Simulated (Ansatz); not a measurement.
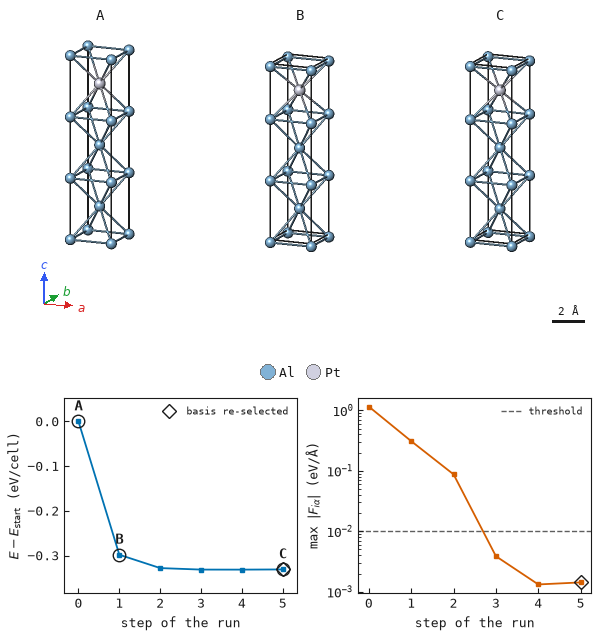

Frames of a relaxation of a crystal of Al₅Pt (set up in P4/mmm), marked on the history of the run. The picture is a ball-and-stick view of the cell of the calculation, seen slightly off an axis.

Case: superlattice of 5 and 1 planes along [0 0 1].

These are results of DFT PBE, scalar-relativistic, plane waves, PAW in Ansatz 0.2.0, not measurements.

Input file:
```yaml
crystal:
  lattice:
    - [2.8493330827, 0.0, 0.0]
    - [0.0, 2.8493330827, 0.0]
    - [0.0, 0.0, 12.0886964677]
  atoms:
    - { symbol: Al, position: [0.0, 0.0, 0.0] }
    - { symbol: Al, position: [0.5, 0.5, 0.1666666667] }
    - { symbol: Al, position: [0.0, 0.0, 0.3333333333] }
    - { symbol: Al, position: [0.5, 0.5, 0.5] }
    - { symbol: Al, position: [0.0, 0.0, 0.6666666667] }
    - { symbol: Pt, position: [0.5, 0.5, 0.8333333333] }
basis:
  ecutwfc: 420
kpoints:
  mp_grid: { grid: [12, 12, 4] }
hamiltonian:
  xc: pbe
scf:
  occupations: { method: gaussian, width: 0.1 }
output:
  forces: true
  stress: true
  eigenvalues: true
  populations: true
relax:
  adjacent_minimum: "off"
  f_tol: 0.01
  max_steps: 45
  cell: { stress_tol: 0.05 }
```

Launched with:
```bash
ansatz run input.yaml --threads 2 --pin off --max-ram 5120MiB --backend cpu --events-out ev --progress --plain --runs-dir out
```

Q: Describe the path.

A: The largest moves relative to the cell, 0.18 Å, are those of Al1 and Al5. Al1 goes along −c. Pt stays in place. The volume changes by −2.4 %, with a = b 2.849 → 2.880 Å (+1.1 %), c 12.089 → 11.549 Å (−4.5 %). Among the contacts that change: Al1–Pt6 2.849 → 2.684 Å, Al1–Al1 2.849 → 2.880 Å, Pt6–Pt6 2.849 → 2.880 Å, Al1–Al2 2.849 → 2.868 Å. The space group stays P4/mmm (No. 123). Over 4 accepted moves (5 points after the start) the energy falls by 0.331 eV per cell of the calculation. The largest force component goes from 1.2 to 0.0014 eV/Å. Pressure: −4.28 GPa at the start and 0.00 GPa at the end. At 1 point the geometry stayed and the basis and grid were re-selected for the new cell (energy shift of 0.4 meV per cell of the calculation at most each time). From step 0 to 1: Al atoms move most (0.19 Å), volume −4.9 %, energy −0.298 eV per cell of the calculation. From step 1 to 5: Al atoms move most (0.02 Å), volume +2.6 %, energy −32.9 meV per cell of the calculation.
